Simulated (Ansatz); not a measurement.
# Geometry relaxation of BaTiO$_{3}$ (part 2 of 2)

The same run, continued: BaTiO$_{3}$ (P4mm, 5 atoms in the cell); DFT PBEsol, scalar-relativistic, plane waves, PAW, no spin polarisation (Ansatz 0.2.0); cutoff 420 eV, 8×8×8 k-mesh, Gaussian smearing of 0.02 eV. The structure derives from an entry of the Crystallography Open Database.

Geometry of the input (Å; fractional positions):
```
3.9998  0.0000  0.0000
0.0000  3.9998  0.0000
0.0000  0.0000  4.0180
Ba 0.0000  0.0000  0.0000
Ti 0.5000  0.5000  0.4820
O  0.5000  0.5000  0.0160
O  0.5000  0.0000  0.5150
O  0.0000  0.5000  0.5150
```

### What the program printed, continued
```
SCF iter   1: F=—  HF=-10027.478615 eV  |F-HF|=—  |Δ(HF+E_count)|=         —  Δρ=1.56e-4  dr2=1.83e-6  ethr=2.16e-8  ⟨swp⟩=3.4  Hψ=15243  notcnv=0
preconditioner: auto → Resta (q_TF=auto, 2.527 Å⁻¹)  ε∞=5.7  [insulator: Δε(μ)=1.847 eV  Ē_g=12.115 eV  σ=0.020 eV  W_gap=1.00  n_scr=18 (ndim 8)  ℏωp=26.4 eV  f_vac=0.000  D(μ)=0.00/eV (n_scr^D=0)  ε∞_Penn≈5.7]
SCF iter   2: F=—  HF=-10027.478504 eV  |F-HF|=—  |Δ(HF+E_count)|=   1.11e-4  Δρ=7.76e-5  dr2=4.06e-7  ethr=4.57e-9  ⟨swp⟩=2.0  Hψ=3375  notcnv=0
SCF iter   3: F=—  HF=-10027.478506 eV  |F-HF|=—  |Δ(HF+E_count)|=   2.63e-6  Δρ=1.23e-5  dr2=1.33e-8  ethr=1.02e-9  ⟨swp⟩=2.1  Hψ=2711  notcnv=0
SCF iter   4: F=—  HF=-10027.478506 eV  |F-HF|=—  |Δ(HF+E_count)|=   5.77e-8  Δρ=1.24e-6  dr2=4.23e-10  ethr=3.34e-11  ⟨swp⟩=2.0  Hψ=3308  notcnv=0
SCF iter   5: F=—  HF=-10027.478506 eV  |F-HF|=—  |Δ(HF+E_count)|=  1.31e-10  Δρ=2.79e-7  dr2=7.08e-11  ethr=1.06e-12  ⟨swp⟩=2.3  Hψ=3363  notcnv=0
SCF iter   6: F=-10027.478506 eV  HF=-10027.478506 eV  |F-HF|=1.82e-12  |Δ(HF+E_count)|=  7.28e-12  Δρ=7.33e-8  dr2=4.68e-12  ethr=1.00e-12  ⟨swp⟩=4.1  Hψ=6687  notcnv=0
SCF 8 converged in 6 iterations: F = -10027.478506 eV  dr2 = 4.68e-12
relax step   8: F+E_penalty+E_count = -10027.47850620 eV  Δ(F+E_penalty+E_count) = +3.088e-3 eV  max|allowed force component| = 1.336e-3 eV/Å  Δτ_max = 0.0000 Å  P = -0.099 GPa  Ω = 63.295 Å³  stress off target by 1.42e-1 GPa  SCF on the basis re-selected at this cell (its energy is not comparable with the rows above)  (6 SCF iters)
basis re-selected at this cell: Δ(F+E_penalty+E_count) = +3.088e-3 eV, ΔP = -0.090 GPa vs the last step (what re-selecting the basis moved, of the pressure what is left beyond the Pulay correction that the steps carried, after the strain that the cell walked since its last selection, with what the two solves' SCF thresholds leave and, on support functions, any second-order correction that the steps lacked; it is no measure of the basis error at this ecutwfc). The dense FFT grid was sized anew with the basis: this SCF ran on 27×27×30 points, the steps before it on 27×27×27, so part of this shift can come from that change (see relax.cell in the input reference). This SCF's stress stands 1.42e-1 GPa from its target on what of the cell is left free (relax.cell.stress_tol is 5.00e-2 GPa) and its largest allowed force component is 1.34e-3 eV/Å (relax.f_tol is 5.00e-3 eV/Å): not within both, so this SCF does not close the relaxation
Crystal: 5 atoms, lattice volume = 63.269 Å³
iter 1 solved again at ethr=1.23e-8 eV; its pass at ethr=3.10e-3 eV (dr2=4.92e-6 eV) is discarded
SCF iter   1: F=—  HF=-10027.478744 eV  |F-HF|=—  |Δ(HF+E_count)|=         —  Δρ=1.10e-4  dr2=5.17e-6  ethr=1.23e-8  ⟨swp⟩=2.1  Hψ=9713  notcnv=0
preconditioner: auto → Resta (q_TF=auto, 2.528 Å⁻¹)  ε∞=5.7  [insulator: Δε(μ)=1.848 eV  Ē_g=12.119 eV  σ=0.020 eV  W_gap=1.00  n_scr=18 (ndim 8)  ℏωp=26.4 eV  f_vac=0.000  D(μ)=0.00/eV (n_scr^D=0)  ε∞_Penn≈5.7]
SCF iter   2: F=—  HF=-10027.478624 eV  |F-HF|=—  |Δ(HF+E_count)|=   1.20e-4  Δρ=5.45e-5  dr2=1.60e-6  ethr=1.23e-8  ⟨swp⟩=2.0  Hψ=3216  notcnv=0
SCF iter   3: F=—  HF=-10027.478624 eV  |F-HF|=—  |Δ(HF+E_count)|=   3.42e-7  Δρ=1.45e-5  dr2=1.52e-7  ethr=4.00e-9  ⟨swp⟩=2.0  Hψ=3061  notcnv=0
iter 4 did not close the SCF: its close was put off for the readings that it lacked (scf_convergence_deferred on its scf_iter line)
SCF iter   4: F=-10027.478624 eV  HF=-10027.478624 eV  |F-HF|=4.07e-10  |Δ(HF+E_count)|=   3.13e-8  Δρ=3.63e-6  dr2=8.38e-9  ethr=3.79e-10  ⟨swp⟩=2.2  Hψ=3235  notcnv=0
iter 5 did not close the SCF: its close was put off for the readings that it lacked (scf_convergence_deferred on its scf_iter line)
SCF iter   5: F=-10027.478624 eV  HF=-10027.478624 eV  |F-HF|=9.28e-11  |Δ(HF+E_count)|=   1.05e-9  Δρ=7.36e-7  dr2=4.92e-10  ethr=2.10e-11  ⟨swp⟩=2.6  Hψ=3178  notcnv=0
SCF iter   6: F=-10027.478624 eV  HF=-10027.478624 eV  |F-HF|=1.27e-11  |Δ(HF+E_count)|=  4.37e-11  Δρ=2.69e-7  dr2=4.46e-11  ethr=1.23e-12  ⟨swp⟩=2.2  Hψ=5511  notcnv=0
SCF 9 converged in 6 iterations: F = -10027.478624 eV  dr2 = 4.46e-11
relax step   9: F+E_penalty+E_count = -10027.47862371 eV  Δ(F+E_penalty+E_count) = -1.175e-4 eV  max|allowed force component| = 5.879e-4 eV/Å  Δτ_max = 0.0006 Å  P = -0.004 GPa  Ω = 63.269 Å³  energy of the carried Pulay correction = +9.416e-5 eV  (6 SCF iters, dr2 threshold 5.03e-8 eV, accepted)
iter 1 solved again at ethr=1.63e-8 eV; its pass at ethr=3.10e-3 eV (dr2=6.52e-6 eV) is discarded
SCF iter   1: F=—  HF=-10027.478656 eV  |F-HF|=—  |Δ(HF+E_count)|=         —  Δρ=1.55e-5  dr2=3.85e-8  ethr=1.63e-8  ⟨swp⟩=3.6  Hψ=15257  notcnv=0
preconditioner: auto → Resta (q_TF=auto, 2.528 Å⁻¹)  ε∞=5.7  [insulator: Δε(μ)=1.849 eV  Ē_g=12.120 eV  σ=0.020 eV  W_gap=1.00  n_scr=18 (ndim 8)  ℏωp=26.4 eV  f_vac=0.000  D(μ)=0.00/eV (n_scr^D=0)  ε∞_Penn≈5.7]
SCF iter   2: F=—  HF=-10027.478536 eV  |F-HF|=—  |Δ(HF+E_count)|=   1.20e-4  Δρ=7.92e-6  dr2=9.18e-9  ethr=9.62e-11  ⟨swp⟩=3.0  Hψ=3998  notcnv=0
SCF iter   3: F=—  HF=-10027.478536 eV  |F-HF|=—  |Δ(HF+E_count)|=   2.80e-8  Δρ=5.38e-6  dr2=3.77e-9  ethr=2.29e-11  ⟨swp⟩=1.3  Hψ=1897  notcnv=0
SCF iter   4: F=—  HF=-10027.478536 eV  |F-HF|=—  |Δ(HF+E_count)|=   2.79e-8  Δρ=8.70e-7  dr2=1.89e-10  ethr=9.42e-12  ⟨swp⟩=2.1  Hψ=2849  notcnv=0
iter 5 did not close the SCF: its close was put off for the readings that it lacked (scf_convergence_deferred on its scf_iter line)
SCF iter   5: F=-10027.478536 eV  HF=-10027.478536 eV  |F-HF|=9.09e-12  |Δ(HF+E_count)|=  5.26e-10  Δρ=1.91e-7  dr2=2.01e-11  ethr=1.00e-12  ⟨swp⟩=1.2  Hψ=1926  notcnv=0
SCF iter   6: F=-10027.478536 eV  HF=-10027.478536 eV  |F-HF|=3.64e-12  |Δ(HF+E_count)|=  1.82e-12  Δρ=1.19e-7  dr2=5.60e-12  ethr=1.00e-12  ⟨swp⟩=3.3  Hψ=6604  notcnv=0
SCF 10 converged in 6 iterations: F = -10027.478536 eV  dr2 = 5.60e-12
relax step  10: F+E_penalty+E_count = -10027.47853593 eV  Δ(F+E_penalty+E_count) = +8.778e-5 eV  max|allowed force component| = 5.598e-4 eV/Å  Δτ_max = 0.0000 Å  P = -0.005 GPa  Ω = 63.269 Å³  stress off target by 1.15e-2 GPa  SCF on the basis re-selected at this cell (its energy is not comparable with the rows above)  (6 SCF iters)
```

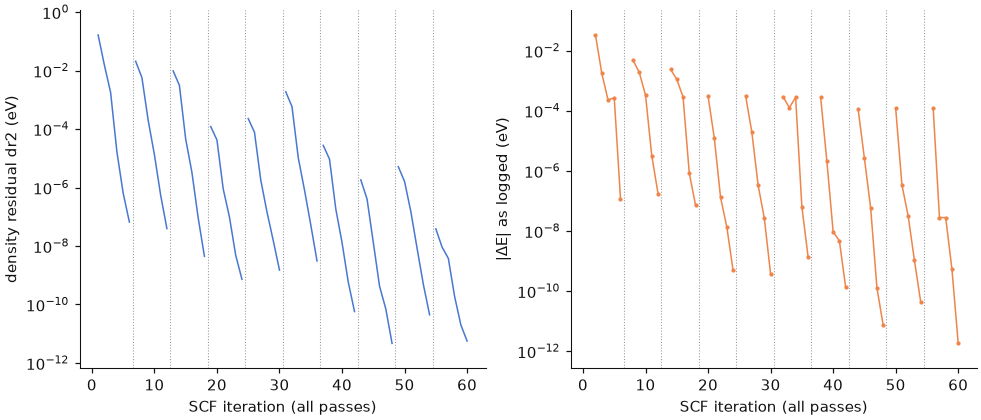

Fig. 1: Convergence of the self-consistent field: density residual dr2 and size of the energy change against the SCF iteration. The dotted lines part the SCF passes of the relaxation: geometry steps, rejected trials and re-solves on a re-selected basis. The 10 passes take 6 iterations each, 60 in all.

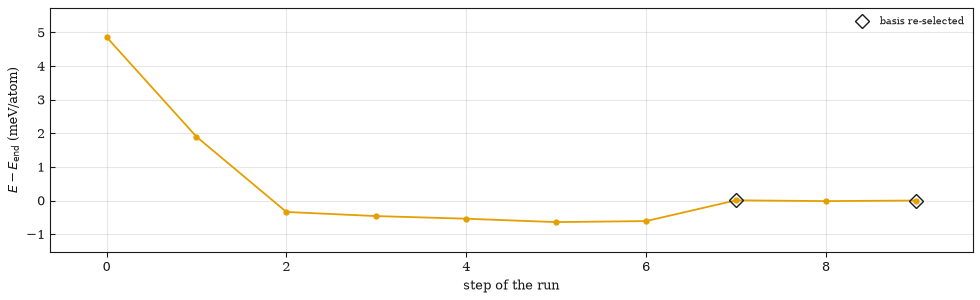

Fig. 2: Progress of the relaxation, step by step (the first geometry is step 0 here and step 1 in the log).

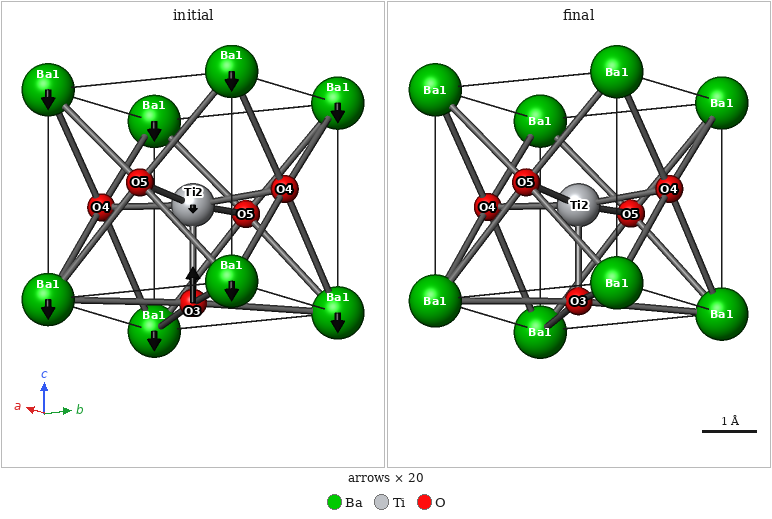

Fig. 3: Before (left) and after (right) the relaxation, at one scale (ball-and-stick view of the cell of the calculation, seen at an oblique angle). The black arrows give the displacements (without the part carried along by the change of the cell), magnified 20 times. The atom that moves furthest relative to the cell is O3 (0.035 Å). By element the largest moves are O 0.035 Å, Ba 0.020 Å, Ti 0.008 Å. The drawn cell changes as follows: a = b 4.000 → 3.956 Å (−1.1 %), c 4.018 → 4.043 Å (+0.6 %); the volume changes by −1.6 %. Among the contacts that change: Ti2–O3 2.146 → 2.203 Å, Ba1–O3 2.829 → 2.800 Å, Ti2–O4 2.004 → 1.983 Å, Ba1–O4 2.792 → 2.774 Å. Among the angles that change: Ba1–O3–Ba1 177.4° → 175.1°. The space group stays P4mm (No. 99). Over 7 geometry steps the energy falls by 4.9 meV per atom. The largest force component goes from 0.4 to 0.00056 eV/Å. Pressure: −3.61 GPa at the start and −0.01 GPa at the end. 1 further SCF at an unchanged geometry re-selected the plane-wave basis for the new cell. The energy change given includes the shifts at the re-selections in mid-walk, which come without any move. A last SCF at the same geometry on a re-selected plane-wave basis shifts the energy by +0.0 meV per atom. (Atoms are counted from 1 in the order of the input.)

```
basis re-selected at this cell: Δ(F+E_penalty+E_count) = +8.778e-5 eV, ΔP = -0.001 GPa vs the last step (what re-selecting the basis moved, of the pressure what is left beyond the Pulay correction that the steps carried, after the strain that the cell walked since its last selection, with what the two solves' SCF thresholds leave and, on support functions, any second-order correction that the steps lacked; it is no measure of the basis error at this ecutwfc). This SCF's stress stands 1.15e-2 GPa from its target on what of the cell is left free (relax.cell.stress_tol is 5.00e-2 GPa) and its largest allowed force component is 5.60e-4 eV/Å (relax.f_tol is 5.00e-3 eV/Å): within both
SCF converged after 6 iterations
Free energy (F): -10027.478536 eV
Harris-Foulkes:  -10027.478536 eV  (|F-HF|=3.64e-12)
Internal energy: -10027.478536 eV  (E = F + TS)
E sigma→0 (E₀):  -10027.478536 eV
Fermi energy:    11.375478 eV
--- Per-component energies (eV) ---
  E_band       = -135.576062
  E_kinetic    = 969.307521
  E_local      = -2088.590013  (includes V_loc(G=0)·N_el)
  E_nonlocal   = 207.212098
  E_hartree    = 815.045913
  E_xc         = -486.619171
  E_vxc        = -543.586179  (∫ρ·V_xc dr)
  E_paw        = -6617.073000  (= ΣΔE_a)
  E_vpaw       = -310.018729  (= ΣTr[D̂ρ^β])
  E_aug_tail   = 0.007448  (compensation charges beyond the density's cutoff)
  E_ewald      = -2827.166013
  E_core_change = 0.396681  (= ΣΔE_core)
  E_smearing   = -0.000000  (= −TS)
  E_closure    = 0.000000  (closes the sum)
  Σ components = -10027.478536   (vs F -10027.478536, Δ=0.00e0)
--- Forces (eV/Å), atoms counted from 1 ---
  atom   1  Ba     0.00000000    -0.00000000     0.00037411
  atom   2  Ti    -0.00000000     0.00000000    -0.00028564
  atom   3  O      0.00000000     0.00000000    -0.00055996
  atom   4  O     -0.00000000     0.00000000     0.00023545
  atom   5  O      0.00000000    -0.00000000     0.00023545
  max |Σ_I F_I| component: 5.98e-7 eV/Å
--- Stress (GPa, compression-positive) ---
       -0.011484      -0.000000       0.000000
       -0.000000      -0.011484       0.000000
        0.000000       0.000000       0.007424
  P = ⅓ Tr σ = -0.0052 GPa (-0.052 kbar)
--- Band table (eV; the first three rows and the last of 75) ---
  k-point 0: bands = ["-45.6917", "-22.1122", "-22.0417", "-22.0417", "-14.2278", "-6.4398", "-5.8017", "-5.7268", "0.5462", "0.5901", "0.5901", "8.0580", "8.1086", "8.1086", "8.9855", "8.9855", "9.1598", "9.9959", "10.0825", "10.0825", "12.2998", "12.6752", "12.6752", "14.7314", "14.8382"]
  k-point 1: bands = ["-45.6916", "-22.1194", "-22.0414", "-22.0414", "-14.2104", "-6.4509", "-5.7956", "-5.7223", "0.6125", "0.6125", "0.6233", "7.7910", "8.0552", "8.0552", "8.8453", "8.8453", "9.0322", "9.6838", "10.0352", "10.0352", "12.3181", "12.9080", "12.9080", "14.7288", "15.2120"]
  k-point 2: bands = ["-45.6914", "-22.1368", "-22.0407", "-22.0407", "-14.1678", "-6.5250", "-5.7243", "-5.7112", "0.6680", "0.6680", "0.8079", "7.1735", "7.8903", "7.8903", "8.6036", "8.6036", "8.7534", "9.0891", "9.9182", "9.9182", "12.3632", "13.4307", "13.4307", "14.7274", "15.9348"]
  k-point 74: bands = ["-45.6888", "-22.1534", "-22.0973", "-22.0973", "-13.9345", "-5.6183", "-5.4615", "-5.4615", "-0.2363", "-0.2363", "-0.1319", "5.8694", "6.5434", "6.5768", "7.9547", "8.0122", "8.0122", "10.2309", "10.2309", "10.4512", "14.7688", "14.7688", "14.8175", "16.9594", "17.1611"]
--- Relaxed structure (8 steps of the walk, 8 accepted, 2 SCFs on fresh bases) ---
  F+E_penalty+E_count = -10027.47853593 eV   max|allowed force component| = 5.598e-4 eV/Å   (the final SCF, on the basis selected at the relaxed cell)
  cell:  # Å, volume = 63.2695 Å³
    - [3.9557417201052054, -1.73071587111572e-33, 1.228886864452284e-18]
    - [-1.73071587111572e-33, 3.9557417201052054, -9.500909000812337e-33]
    - [1.2344785792712828e-18, -9.544140298330909e-33, 4.043321863347579]
  atoms:
    - { symbol: Ba, position: [-9.555285121812036e-19, 7.463351702085643e-35, -0.004895800538159523] }
    - { symbol: Ti, position: [0.49999999999999994, 0.49999999999999994, 0.47993598468591614] }
    - { symbol: O, position: [0.49999999999999994, 0.49999999999999994, 0.02476432941441931] }
    - { symbol: O, position: [0.49999999999999994, -1.4806326763815023e-34, 0.514097743218912] }
    - { symbol: O, position: [-1.7609624267138921e-19, 0.49999999999999994, 0.514097743218912] }
```

### Trajectory as extended XYZ (Å, eV, eV/Å), 10 frames, from step=1 to step=10
```
5
Lattice="3.9998 0.0000 0.0000 0.0000 3.9998 0.0000 0.0000 0.0000 4.0180" Properties=species:S:1:pos:R:3:forces:R:3 step=1 energy=-10027.45423 pressure_GPa=-3.61
Ba    0.0000    0.0000    0.0000    0.0000   0.0000  -0.1097
Ti    1.9999    1.9999    1.9367    0.0000   0.0000   0.0096
O     1.9999    1.9999    0.0643    0.0000   0.0000   0.4033
O     1.9999    0.0000    2.0693    0.0000   0.0000  -0.1516
O     0.0000    1.9999    2.0693    0.0000   0.0000  -0.1516
5
Lattice="3.9683 0.0000 0.0000 0.0000 3.9683 0.0000 0.0000 0.0000 4.0030" Properties=species:S:1:pos:R:3:forces:R:3 step=2 energy=-10027.46905 pressure_GPa=0.21
Ba    0.0000    0.0000   -0.0548    0.0000   0.0000   0.3594
Ti    1.9842    1.9842    1.9566    0.0000   0.0000  -0.2982
O     1.9842    1.9842    0.0961    0.0000   0.0000  -0.0800
O     1.9842    0.0000    2.0593    0.0000   0.0000   0.0094
O     0.0000    1.9842    2.0593    0.0000   0.0000   0.0094
5
Lattice="3.9661 0.0000 0.0000 0.0000 3.9661 0.0000 0.0000 0.0000 4.0053" Properties=species:S:1:pos:R:3:forces:R:3 step=3 energy=-10027.48024 pressure_GPa=0.08
Ba    0.0000    0.0000   -0.0135    0.0000   0.0000   0.0225
Ti    1.9831    1.9831    1.9403    0.0000   0.0000  -0.0469
O     1.9831    1.9831    0.0793    0.0000   0.0000   0.0978
O     1.9831    0.0000    2.0570    0.0000   0.0000  -0.0367
O     0.0000    1.9831    2.0570    0.0000   0.0000  -0.0367
5
Lattice="3.9642 0.0000 0.0000 0.0000 3.9642 0.0000 0.0000 0.0000 4.0133" Properties=species:S:1:pos:R:3:forces:R:3 step=4 energy=-10027.48085 pressure_GPa=-0.02
Ba    0.0000    0.0000   -0.0110    0.0000   0.0000   0.0020
Ti    1.9821    1.9821    1.9432    0.0000   0.0000  -0.0630
O     1.9821    1.9821    0.0826    0.0000   0.0000   0.0796
O     1.9821    0.0000    2.0587    0.0000   0.0000  -0.0093
O     0.0000    1.9821    2.0587    0.0000   0.0000  -0.0093
5
Lattice="3.9607 0.0000 0.0000 0.0000 3.9607 0.0000 0.0000 0.0000 4.0233" Properties=species:S:1:pos:R:3:forces:R:3 step=5 energy=-10027.48124 pressure_GPa=-0.00
Ba    0.0000    0.0000   -0.0095    0.0000   0.0000  -0.0138
Ti    1.9804    1.9804    1.9459    0.0000   0.0000  -0.0767
O     1.9804    1.9804    0.0883    0.0000   0.0000   0.0396
O     1.9804    0.0000    2.0615    0.0000   0.0000   0.0254
O     0.0000    1.9804    2.0615    0.0000   0.0000   0.0254
5
Lattice="3.9576 0.0000 0.0000 0.0000 3.9576 0.0000 0.0000 0.0000 4.0381" Properties=species:S:1:pos:R:3:forces:R:3 step=6 energy=-10027.48175 pressure_GPa=0.07
Ba    0.0000    0.0000   -0.0177    0.0000   0.0000  -0.0076
Ti    1.9788    1.9788    1.9393    0.0000   0.0000   0.0087
O     1.9788    1.9788    0.0979    0.0000   0.0000   0.0021
O     1.9788    0.0000    2.0754    0.0000   0.0000  -0.0016
O     0.0000    1.9788    2.0754    0.0000   0.0000  -0.0016
5
Lattice="3.9573 0.0000 0.0000 0.0000 3.9573 0.0000 0.0000 0.0000 4.0417" Properties=species:S:1:pos:R:3:forces:R:3 step=7 energy=-10027.48159 pressure_GPa=-0.01
Ba    0.0000    0.0000   -0.0194    0.0000   0.0000   0.0003
Ti    1.9787    1.9787    1.9404    0.0000   0.0000  -0.0011
O     1.9787    1.9787    0.0996    0.0000   0.0000  -0.0007
O     1.9787    0.0000    2.0775    0.0000   0.0000   0.0008
O     0.0000    1.9787    2.0775    0.0000   0.0000   0.0008
5
Lattice="3.9573 0.0000 0.0000 0.0000 3.9573 0.0000 0.0000 0.0000 4.0417" Properties=species:S:1:pos:R:3:forces:R:3 step=8 energy=-10027.47851 pressure_GPa=-0.10
Ba    0.0000    0.0000   -0.0194    0.0000   0.0000   0.0003
Ti    1.9787    1.9787    1.9404    0.0000   0.0000  -0.0013
O     1.9787    1.9787    0.0996    0.0000   0.0000  -0.0006
O     1.9787    0.0000    2.0775    0.0000   0.0000   0.0009
O     0.0000    1.9787    2.0775    0.0000   0.0000   0.0009
5
Lattice="3.9557 0.0000 0.0000 0.0000 3.9557 0.0000 0.0000 0.0000 4.0433" Properties=species:S:1:pos:R:3:forces:R:3 step=9 energy=-10027.47862 pressure_GPa=-0.00
Ba    0.0000    0.0000   -0.0198    0.0000   0.0000   0.0004
Ti    1.9779    1.9779    1.9405    0.0000   0.0000  -0.0003
O     1.9779    1.9779    0.1001    0.0000   0.0000  -0.0006
O     1.9779    0.0000    2.0787    0.0000   0.0000   0.0002
O     0.0000    1.9779    2.0787    0.0000   0.0000   0.0002
5
Lattice="3.9557 0.0000 0.0000 0.0000 3.9557 0.0000 0.0000 0.0000 4.0433" Properties=species:S:1:pos:R:3:forces:R:3 step=10 energy=-10027.47854 pressure_GPa=-0.01
Ba    0.0000    0.0000   -0.0198    0.0000   0.0000   0.0004
Ti    1.9779    1.9779    1.9405    0.0000   0.0000  -0.0003
O     1.9779    1.9779    0.1001    0.0000   0.0000  -0.0006
O     1.9779    0.0000    2.0787    0.0000   0.0000   0.0002
O     0.0000    1.9779    2.0787    0.0000   0.0000   0.0002
```
